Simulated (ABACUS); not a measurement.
**Band-structure run, with input and output: NaCl (part 1 of 2)**

NaCl (Fm-3m, 2 atoms in the cell), computed with Kohn-Sham DFT of a periodic cell, HCTH407, SSSP 1.3 efficiency PBE, no spin polarisation (ABACUS 3.10.1).

The structure derives from a Materials Project entry. It belongs to a series of runs on one base structure; here: bands on the converged density.

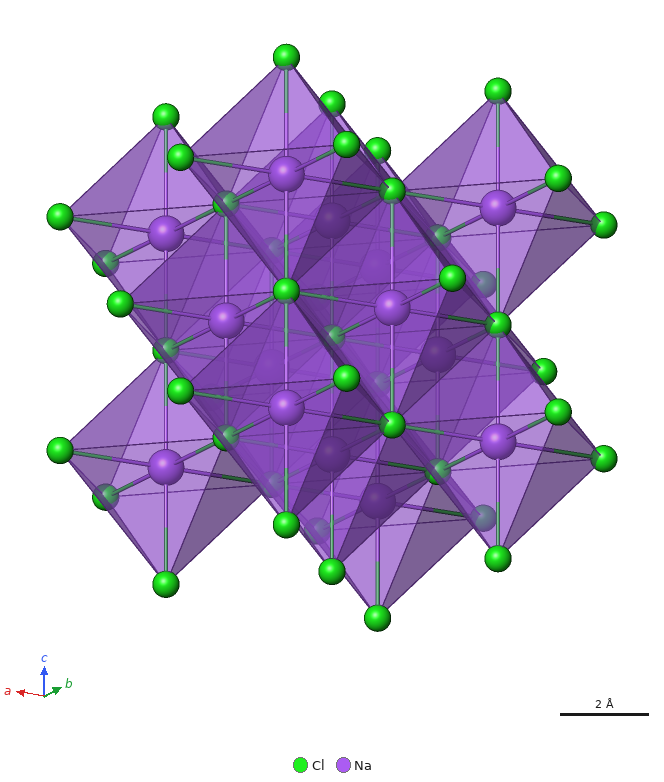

Fig. 1: The input geometry (polyhedral view of the cell 4 times as large as that of the calculation, set on its symmetry axes, seen at an oblique angle; polyhedra are completed across the faces of the cell).

The input
```
INPUT_PARAMETERS
suffix              NaCl
calculation         nscf
basis_type          pw
pseudo_dir          ./
symmetry            -1
dft_functional      GGA_XC_HCTH_407
ecutwfc             55.0
pseudo_rcut         10
nspin               1
nbands              18
ks_solver           dav
smearing_method     fd
smearing_sigma      0.00367493
scf_thr             1e-08
scf_nmax            100
mixing_type         broyden
mixing_beta         0.7
ecutrho             440.0
init_chg            file
pw_diag_thr         1e-07
out_band            1
kpar                4
```

File STRU
```
ATOMIC_SPECIES
Cl 35.4500 cl_pbe_v1.4.uspp.F.UPF
Na 22.9898 na_pbe_v1.5.uspp.F.UPF

LATTICE_CONSTANT
1.8897261246

LATTICE_VECTORS
0.0000000000 2.7940632177 2.7940632177
2.7940632177 0.0000000000 2.7940632177
2.7940632177 2.7940632177 0.0000000000

ATOMIC_POSITIONS
Direct

Cl
0.0
1
0.5000000000 0.5000000000 0.5000000000 1 1 1

Na
0.0
1
0.0000000000 0.0000000000 0.0000000000 1 1 1
```

File KPT
```
K_POINTS
12
Line
0.00000000 0.00000000 0.00000000 10 // G
0.50000000 0.00000000 0.50000000 10 // X
0.50000000 0.25000000 0.75000000 10 // W
0.37500000 0.37500000 0.75000000 10 // K
0.00000000 0.00000000 0.00000000 10 // G
0.50000000 0.50000000 0.50000000 10 // L
0.62500000 0.25000000 0.62500000 10 // U
0.50000000 0.25000000 0.75000000 10 // W
0.50000000 0.50000000 0.50000000 10 // L
0.37500000 0.37500000 0.75000000 1 // K
0.62500000 0.25000000 0.62500000 10 // U
0.50000000 0.00000000 0.50000000 1 // X
```

Launched with:
```bash
OMP_NUM_THREADS=1 mpirun -np 4 abacus > log
```

The program's output
```
ABACUS v3.10.1

               Atomic-orbital Based Ab-initio Computation at UStc

 ------------------------------------------------------------------------------------

 READING GENERAL INFORMATION
                           global_out_dir = OUT.NaCl/
                           global_in_card = INPUT
                               pseudo_dir = ./
                              orbital_dir =
                                    DSIZE = 4
                                    GSIZE = 1

 READING UNITCELL INFORMATION
                                    ntype = 2
                  lattice constant (Bohr) = 1.88973
              lattice constant (Angstrom) = 1

 READING ATOM TYPE 1
                               atom label = Cl
                      L=0, number of zeta = 1
                      L=1, number of zeta = 1
                      L=2, number of zeta = 1
             number of atom for this type = 1

 READING ATOM TYPE 2
                               atom label = Na
                      L=0, number of zeta = 1
                      L=1, number of zeta = 1
                      L=2, number of zeta = 1
             number of atom for this type = 1

                        TOTAL ATOM NUMBER = 2
DIRECT COORDINATES
    atom                   x                   y                   z     mag                  vx                  vy                  vz
taud_Cl1            0.5000000000        0.5000000000        0.5000000000  0.0000        0.0000000000        0.0000000000        0.0000000000
taud_Na1            0.0000000000        0.0000000000        0.0000000000  0.0000        0.0000000000        0.0000000000        0.0000000000

                          Volume (Bohr^3) = 294.398
                             Volume (A^3) = 43.6253

 Lattice vectors: (Cartesian coordinate: in unit of a_0)
                   +0            +2.79406            +2.79406
             +2.79406                  +0            +2.79406
             +2.79406            +2.79406                  +0
 Reciprocal vectors: (Cartesian coordinate: in unit of 2 pi/a_0)
            -0.178951           +0.178951           +0.178951
            +0.178951           -0.178951           +0.178951
            +0.178951           +0.178951           -0.178951
 The esolver type has been set to : ksdft_pw

                PAO radial cut off (Bohr) = 10

 Read in pseudopotential file is cl_pbe_v1.4.uspp.F.UPF
                     pseudopotential type = US
          exchange-correlation functional = PBE
                 nonlocal core correction = 1
                        valence electrons = 7
                                     lmax = 2
                           number of zeta = 2
                     number of projectors = 6
                           L of projector = 0
                           L of projector = 0
                           L of projector = 1
                           L of projector = 1
                           L of projector = 2
                           L of projector = 2
 XC functional updated to : GGA_XC_HCTH_407
          exchange-correlation functional = GGA_XC_HCTH_407
                PAO radial cut off (Bohr) = 10

 Read in pseudopotential file is na_pbe_v1.5.uspp.F.UPF
                     pseudopotential type = US
          exchange-correlation functional = PBE
                 nonlocal core correction = 0
                        valence electrons = 9
                                     lmax = 2
                           number of zeta = 3
                     number of projectors = 5
                           L of projector = 0
                           L of projector = 0
                           L of projector = 1
                           L of projector = 1
                           L of projector = 2
 XC functional updated to : GGA_XC_HCTH_407
          exchange-correlation functional = GGA_XC_HCTH_407
     initial pseudo atomic orbital number = 9

 SETUP THE ELECTRONS NUMBER
            electron number of element Cl = 7
      total electron number of element Cl = 7
            electron number of element Na = 9
      total electron number of element Na = 9
            AUTOSET number of electrons:  = 16
                           occupied bands = 8
                                   NBANDS = 18
                                   NLOCAL = 18

%%%%%%%%%%%%%%%%%%%%%%%%%%%%%%%%%%%%%%%%%%%%%%%%%%%%%%%%%%%%%%%%%%%%%%%%%%%%%%%%%%%%%%%%%%%%%%%%%%%%%%%%%%
 Warning: the number of valence electrons in pseudopotential > 1 for Na: [Ne] 3s1
 Pseudopotentials with additional electrons can yield (more) accurate outcomes, but may be less efficient.
 If you're confident that your chosen pseudopotential is appropriate, you can safely ignore this warning.
%%%%%%%%%%%%%%%%%%%%%%%%%%%%%%%%%%%%%%%%%%%%%%%%%%%%%%%%%%%%%%%%%%%%%%%%%%%%%%%%%%%%%%%%%%%%%%%%%%%%%%%%%%

 SETUP THE PLANE WAVE BASIS
 energy cutoff for charge/potential (unit:Ry) = 220
            fft grid for charge/potential = [ 36, 36, 36 ]
                        fft grid division = [ 1, 1, 1 ]
        big fft grid for charge/potential = [ 50, 50, 50 ]
                                     nbxx = 125000
                                     nrxx = 46656

 SETUP PLANE WAVES FOR CHARGE/POTENTIAL
                    number of plane waves = 16361
                         number of sticks = 847

 PARALLEL PW FOR CHARGE/POTENTIAL
     PROC   COLUMNS(POT)             PW
        1            847          16361
 --------------- sum -------------------
        1            847          16361
                            number of |g| = 210
                                  max |g| = 19.8545
                                  min |g| = 0

 energy cutoff for dense charge/potential (unit:Ry) = 440
      fft grid for dense charge/potential = [ 50, 50, 50 ]
                                     nrxx = 125000

 SETUP PLANE WAVES FOR dense CHARGE/POTENTIAL
                    number of plane waves = 45767
                         number of sticks = 1675

 PARALLEL PW FOR dense CHARGE/POTENTIAL
     PROC   COLUMNS(POT)             PW
        1           1675          45767
 --------------- sum -------------------
        1           1675          45767
                            number of |g| = 417
                                  max |g| = 39.709
                                  min |g| = 0

----------- Double Check Mixing Parameters Begin ------------
mixing_type: broyden
mixing_beta: 0.7
mixing_gg0: 1
mixing_gg0_min: 0.1
mixing_ndim: 8
----------- Double Check Mixing Parameters End ------------

 SETUP K-POINTS
                                    nspin = 1
                                   nkstot = 102
K-POINTS DIRECT COORDINATES
 KPOINTS    DIRECT_X    DIRECT_Y    DIRECT_Z  WEIGHT
       1  0.00000000  0.00000000  0.00000000  1.0000
       2  0.05000000  0.00000000  0.05000000  1.0000
       3  0.10000000  0.00000000  0.10000000  1.0000
       4  0.15000000  0.00000000  0.15000000  1.0000
       5  0.20000000  0.00000000  0.20000000  1.0000
       6  0.25000000  0.00000000  0.25000000  1.0000
       7  0.30000000  0.00000000  0.30000000  1.0000
       8  0.35000000  0.00000000  0.35000000  1.0000
       9  0.40000000  0.00000000  0.40000000  1.0000
      10  0.45000000  0.00000000  0.45000000  1.0000
      11  0.50000000  0.00000000  0.50000000  1.0000
      12  0.50000000  0.02500000  0.52500000  1.0000
      13  0.50000000  0.05000000  0.55000000  1.0000
      14  0.50000000  0.07500000  0.57500000  1.0000
      15  0.50000000  0.10000000  0.60000000  1.0000
      16  0.50000000  0.12500000  0.62500000  1.0000
      17  0.50000000  0.15000000  0.65000000  1.0000
      18  0.50000000  0.17500000  0.67500000  1.0000
      19  0.50000000  0.20000000  0.70000000  1.0000
      20  0.50000000  0.22500000  0.72500000  1.0000
      21  0.50000000  0.25000000  0.75000000  1.0000
      22  0.48750000  0.26250000  0.75000000  1.0000
      23  0.47500000  0.27500000  0.75000000  1.0000
      24  0.46250000  0.28750000  0.75000000  1.0000
      25  0.45000000  0.30000000  0.75000000  1.0000
      26  0.43750000  0.31250000  0.75000000  1.0000
      27  0.42500000  0.32500000  0.75000000  1.0000
      28  0.41250000  0.33750000  0.75000000  1.0000
      29  0.40000000  0.35000000  0.75000000  1.0000
      30  0.38750000  0.36250000  0.75000000  1.0000
[... 72 further k points ...]

           k-point number in this process = 26
       minimum distributed K point number = 25

[... K-POINTS CARTESIAN COORDINATES: 26 rows ...]

[... K-POINTS DIRECT COORDINATES: 26 rows ...]

 SETUP PLANE WAVES FOR WAVE FUNCTIONS
     energy cutoff for wavefunc (unit:Ry) = 55
              fft grid for wave functions = [ 36, 36, 36 ]
                    number of plane waves = 2685
                         number of sticks = 253

 PARALLEL PW FOR WAVE FUNCTIONS
     PROC   COLUMNS(POT)             PW
        1            253           2685
 --------------- sum -------------------
        1            253           2685

 SETUP NONLOCAL PSEUDOPOTENTIALS IN PLANE WAVE BASIS
 Cl non-local projectors:
 projector 1 L=0
 projector 2 L=0
 projector 3 L=1
 projector 4 L=1
 projector 5 L=2
 projector 6 L=2
 Na non-local projectors:
 projector 1 L=0
 projector 2 L=0
 projector 3 L=1
 projector 4 L=1
 projector 5 L=2
      TOTAL NUMBER OF NONLOCAL PROJECTORS = 31
```
